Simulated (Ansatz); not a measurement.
## C: single-point calculation

The run: single-point calculation of C (10 atoms in the cell). Method and program: DFT PBE, scalar-relativistic, plane waves, PAW, no spin polarisation (Ansatz 0.2.0).

The structure derives from an entry of the Crystallography Open Database. It belongs to a series of runs on one base structure; here: mode 1 (-200.6 1/cm) frozen in, largest displacement +0.228 A. Figures and captions count atoms from 1; the log counts them from 0 in places.

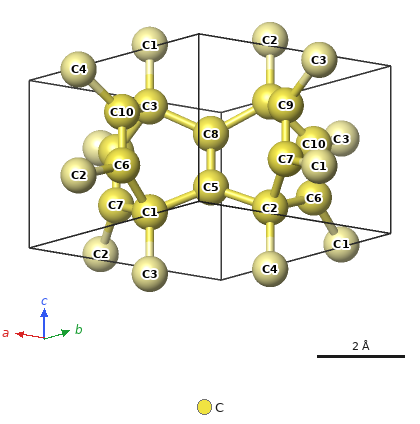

Fig. 1: The input geometry (ball-and-stick view of the cell of the calculation, seen at an oblique angle; neighbours outside the cell are drawn fainter; atoms are numbered from 1 in the order of the input).

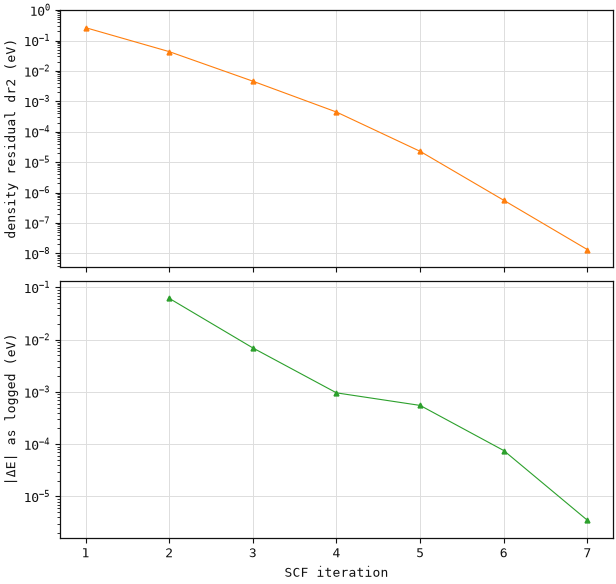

Fig. 2: Convergence of the self-consistent field: density residual dr2 and size of the energy change against the SCF iteration. The residual falls at every step.

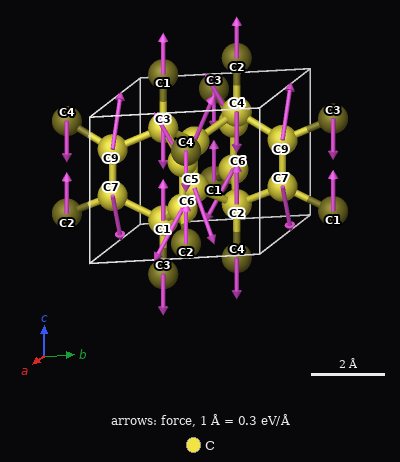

Fig. 3: Forces on the atoms as pink arrows (ball-and-stick view of the cell of the calculation, seen slightly off an axis; neighbours outside the cell are drawn fainter; atoms are numbered from 1 in the order of the input). The largest act on C5, C6, C7, C8, C9, C10 (0.50 eV/Å); C1, C2, C3, C4 (0.35 eV/Å). The geometry is not a stationary point of this energy.

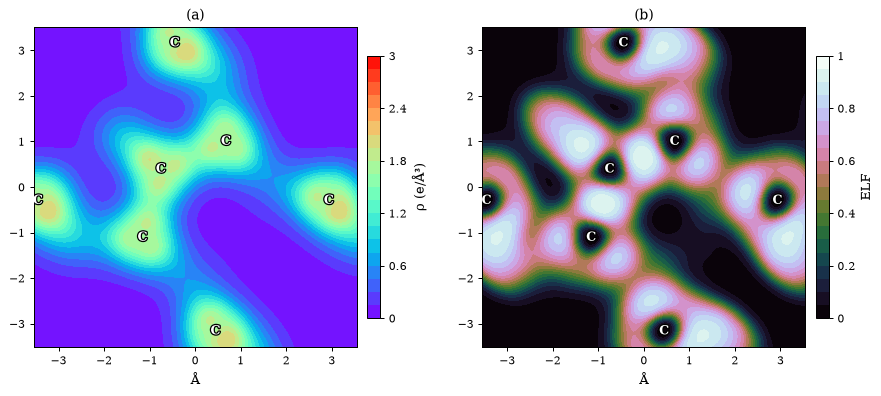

Fig. 4: (a) valence charge density (pseudo); (b) ELF on the (111) plane of the conventional cell. C–C (1.56 Å): ρ at the midpoint is about 1.5 e/Å³; the ELF peaks at about 0.95 between the atoms, as expected for localised, shared-pair bonding. Away from the nuclei the density in this plane falls to 0.005 e/Å³ at its lowest. Core electrons are frozen (PAW), so the fields are smoothed inside the atomic spheres.

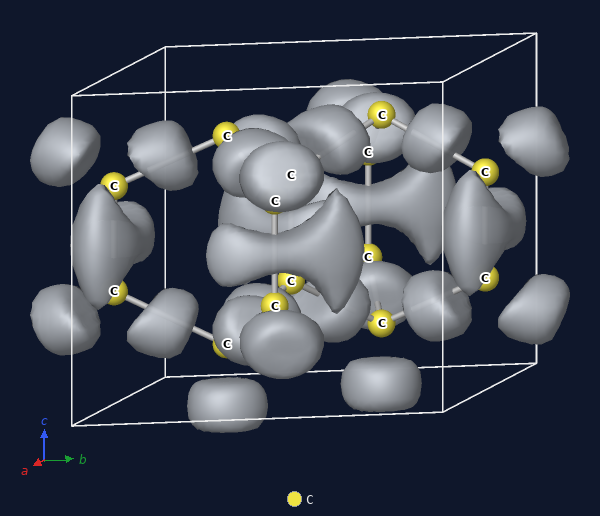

Fig. 5: Isosurface of the ELF at 0.75 (grey), seen slightly off an axis. Core shells and regions of very low density are left out. Sticks mark near contacts. The outline is the cell set on symmetry axes. Along the contacts the grid gives the following. C–C (1.33 Å): the ELF peaks at about 0.90 between the atoms (inside overlapping PAW spheres, so only a guide) (a multiple bond by its length, whose ELF region spreads away from the axis). C–C (1.53 Å): the ELF peaks at about 0.95 between the atoms (localised, shared-pair bonding).

The input that produced these results follows, with the program's output.

### Input
```yaml
crystal:
  lattice:
    - [4.8371701216, 0.0, 0.0]
    - [-2.4185850608, 4.1891122077, 0.0]
    - [0.0, 0.0, 4.1724817111]
  atoms:
    - { symbol: C, position: [0.6666666667, 0.3333333333, 0.1839325] }
    - { symbol: C, position: [0.3333333333, 0.6666666667, 0.1839325] }
    - { symbol: C, position: [0.6666666667, 0.3333333333, 0.8160675] }
    - { symbol: C, position: [0.3333333333, 0.6666666667, 0.8160675] }
    - { symbol: C, position: [0.4529683691, 0.4529683691, 0.3404600926] }
    - { symbol: C, position: [0.0, 0.5470316309, 0.3404600926] }
    - { symbol: C, position: [0.5470316309, 0.0, 0.3404600926] }
    - { symbol: C, position: [0.4529683691, 0.4529683691, 0.6595399074] }
    - { symbol: C, position: [0.5470316309, 0.0, 0.6595399074] }
    - { symbol: C, position: [0.0, 0.5470316309, 0.6595399074] }
basis:
  ecutwfc: 420
kpoints:
  mp_grid: { grid: [12, 12, 10] }
hamiltonian:
  xc: pbe
scf:
  occupations: { method: gaussian, width: 0.15 }
output:
  forces: true
  stress: true
  eigenvalues: true
  write_density: true
  write_potential: true
  elf: true
  volumetric_format: npy
```

Launched with:
```bash
ansatz run input.yaml --threads 2 --pin off --max-ram 5120MiB --backend cpu --events-out ev --progress --plain --runs-dir out
```

### The program's output
```
Engine: ansatz 0.2.0, x86_64-unknown-linux-gnu
Pseudopotentials: kind: paw
Pseudopotential: C, paw, valence charge 4, recommended cutoff 420 eV (normal), C.paw.azcp
Functional definition: PBE
  parameter kappa = 0.804
  parameter beta = 0.06672455060314922
  exchange = pbe_x(kappa = kappa, mu = beta*pi^2/3)
  correlation = pbe_c(beta = beta)
Crystal: 10 atoms, lattice volume = 84.549 Å³
Basis set: ecut = 420 eV, 1639 PW (Γ), exchange–correlation on 72×72×60 points (8 copies of the dense FFT grid, shifted against one another)
Bands: 30, of which v1, the nominal top of the filled ones, is band 20 counted from 1 (19 counted from 0)
Symmetry: 12 space group operations
Space group: P-62m (ITA 189), of the structure as read, at distance tolerance 4.4e-5 Å
k-points: 114 of 1440 (time reversal used)
Non-local potential: C, projectors of the file, l = 0: 2, l = 1: 2, l = 2: 1
PAW form: soft (Blöchl's): semilocal exchange-correlation on the pseudo side does not see the compensation charge
PAW one-centre angular grid: C, 110 points (default); XC on 64 Gauss nodes
Initial density: superposition of atomic densities (neutral atoms: chi_scale 0, normalization atom), corrected by the library's trained network
Initial wavefunctions: pseudopotential atomic-orbital guess
Functional: x = pbe(κ = 0.804, μ = 0.2195149727645171), c = pbe(β = 0.06672455060314922)
SCF iter   1: F=—  HF=-2503.847251 eV  |F-HF|=—  |Δ(HF+E_count)|=         —  Δρ=1.53e-2  dr2=2.65e-1  ethr=1.77e-3  ⟨swp⟩=6.0  Hψ=16185  notcnv=0  defer=59
preconditioner: auto → Resta (q_TF=auto, 2.408 Å⁻¹)  ε∞=4.0  [insulator: Δε(μ)=0.900 eV  Ē_g=14.767 eV  σ=0.150 eV  W_gap=1.00  n_scr=20 (ndim 8)  ℏωp=25.5 eV  f_vac=0.089  D(μ)=0.00/eV (n_scr^D=0)  ε∞_Penn≈4.0]
SCF iter   2: F=—  HF=-2503.785221 eV  |F-HF|=—  |Δ(HF+E_count)|=   6.20e-2  Δρ=7.35e-3  dr2=4.32e-2  ethr=6.63e-4  ⟨swp⟩=2.2  Hψ=5067  notcnv=0  defer=97
SCF iter   3: F=—  HF=-2503.778249 eV  |F-HF|=—  |Δ(HF+E_count)|=   6.97e-3  Δρ=2.16e-3  dr2=4.61e-3  ethr=1.08e-4  ⟨swp⟩=2.4  Hψ=4502  notcnv=0  defer=97
SCF iter   4: F=—  HF=-2503.779211 eV  |F-HF|=—  |Δ(HF+E_count)|=   9.62e-4  Δρ=4.96e-4  dr2=4.46e-4  ethr=1.15e-5  ⟨swp⟩=2.5  Hψ=4761  notcnv=0  defer=97
SCF iter   5: F=—  HF=-2503.779764 eV  |F-HF|=—  |Δ(HF+E_count)|=   5.53e-4  Δρ=1.38e-4  dr2=2.28e-5  ethr=1.12e-6  ⟨swp⟩=2.1  Hψ=4469  notcnv=0  defer=97
SCF iter   6: F=—  HF=-2503.779839 eV  |F-HF|=—  |Δ(HF+E_count)|=   7.56e-5  Δρ=2.58e-5  dr2=5.60e-7  ethr=5.71e-8  ⟨swp⟩=2.3  Hψ=5394  notcnv=0  defer=276
SCF iter   7: F=-2503.779843 eV  HF=-2503.779843 eV  |F-HF|=9.67e-8  |Δ(HF+E_count)|=   3.50e-6  Δρ=4.32e-6  dr2=1.34e-8  ethr=2.50e-10  ⟨swp⟩=16.8  Hψ=29167  notcnv=0
SCF 1 converged in 7 iterations: F = -2503.779843 eV  dr2 = 1.34e-8
  greatest PAW one-centre occupation: 0.666 electrons in one spin orbital (limit 2), on the C atom at site 8 (counted from 0), in its partial waves of l = 0
SCF converged after 7 iterations
Free energy (F): -2503.779843 eV
Harris-Foulkes:  -2503.779843 eV  (|F-HF|=9.67e-8)
Internal energy: -2503.779841 eV  (E = F + TS)
E sigma→0 (E₀):  -2503.779842 eV
Entropy (-TS):   -0.000002 eV (-0.000 meV/atom)
Fermi energy:    7.390333 eV
--- Per-component energies (eV) ---
  E_band       = -47.517556
  E_kinetic    = 901.120644
  E_local      = -1575.576751  (includes V_loc(G=0)·N_el)
  E_nonlocal   = 268.675487
  E_hartree    = 508.301071
  E_xc         = -478.416353
  E_vxc        = -592.648648  (∫ρ·V_xc dr)
  E_paw        = -991.522073  (= ΣΔE_a)
  E_vpaw       = -65.688987  (= ΣTr[D̂ρ^β])
  E_aug_tail   = 0.000088  (compensation charges beyond the density's cutoff)
  E_ewald      = -1136.361954
  E_smearing   = -0.000002  (= −TS)
  E_closure    = -0.000000  (closes the sum)
  Σ components = -2503.779843   (vs F -2503.779843, Δ=0.00e0)
--- Forces (eV/Å), atoms counted from 1 ---
  atom   1  C      0.00000000     0.00000000     0.35493141
  atom   2  C     -0.00000000     0.00000000     0.35493141
  atom   3  C      0.00000000     0.00000000    -0.35493141
  atom   4  C      0.00000000    -0.00000000    -0.35493141
  atom   5  C      0.12122888     0.20997458    -0.43924938
  atom   6  C      0.12122888    -0.20997458    -0.43924938
  atom   7  C     -0.24245776     0.00000000    -0.43924938
  atom   8  C      0.12122888     0.20997458     0.43924938
  atom   9  C     -0.24245776     0.00000000     0.43924938
  atom  10  C      0.12122888    -0.20997458     0.43924938
  max |Σ_I F_I| component: 3.33e-16 eV/Å
--- Stress (GPa, compression-positive) ---
       -8.670059       0.000000       0.000000
        0.000000      -8.670059       0.000000
        0.000000       0.000000      -0.523161
  P = ⅓ Tr σ = -5.9544 GPa (-59.544 kbar)
--- Band table (eV; the first three rows and the last of 114) ---
  k-point 0: bands = ["-12.4445", "-8.3211", "-6.9708", "-6.9708", "-6.4310", "-5.5164", "-3.0812", "-1.2121", "-1.0292", "-1.0292", "-0.8026", "-0.8026", "0.2067", "0.2067", "3.8698", "3.8698", "4.8066", "5.5762", "5.5762", "6.6821", "11.3500", "11.5790", "11.5790", "12.2374", "12.2374", "12.3989", "15.5360", "15.5360", "15.9405", "15.9475"]
  k-point 1: bands = ["-12.3856", "-8.2569", "-7.1887", "-6.9345", "-6.9345", "-4.6640", "-3.5685", "-1.3682", "-1.3682", "-0.8708", "-0.8708", "-0.6863", "0.7036", "0.7036", "3.6505", "3.6505", "4.6301", "5.6406", "5.6406", "6.6746", "11.3065", "11.4607", "11.4607", "12.3631", "12.5607", "12.5607", "15.5594", "15.5594", "15.7470", "16.0848"]
  k-point 2: bands = ["-12.2123", "-8.1648", "-8.0645", "-6.8333", "-6.8333", "-4.4241", "-3.4055", "-2.0603", "-2.0603", "-0.6990", "-0.6990", "0.2629", "1.4740", "1.4740", "3.1218", "3.1218", "4.0886", "5.7776", "5.7776", "6.6906", "11.1509", "11.1777", "11.1777", "12.3100", "13.4277", "13.4277", "15.5496", "15.5804", "15.5804", "16.1051"]
  k-point 113: bands = ["-10.1213", "-10.1213", "-8.8528", "-8.8528", "-6.7705", "-3.6409", "-2.1733", "-2.1733", "-0.4709", "-0.4709", "1.7456", "1.7456", "1.7876", "1.8816", "1.8816", "2.1508", "2.7836", "4.3661", "5.9765", "5.9765", "7.7295", "10.5558", "10.5558", "14.6562", "14.6562", "15.6607", "16.0243", "16.0243", "16.3316", "16.3316"]
```

### Summary

| quantity | value |
| --- | --- |
| outcome | converged |
| space group (tolerance 0.01 Å) | P-62m (189) |
| electrons treated | 40 |
| free energy | −2503.7798 eV |
| Fermi energy | 7.390 eV |
| gap on the k-point mesh | 0.74 eV |
| pressure | −5.95 GPa |
| largest force (length of the vector) | 0.502 eV/Å |
| hardware | 2 threads of Intel Xeon @ 2.50GHz (Skylake/Cascade Lake), 64 GiB of memory available, shared host |
| wall time | 16 s (CPU time 32 s) |
| peak memory | 0.54 GiB |
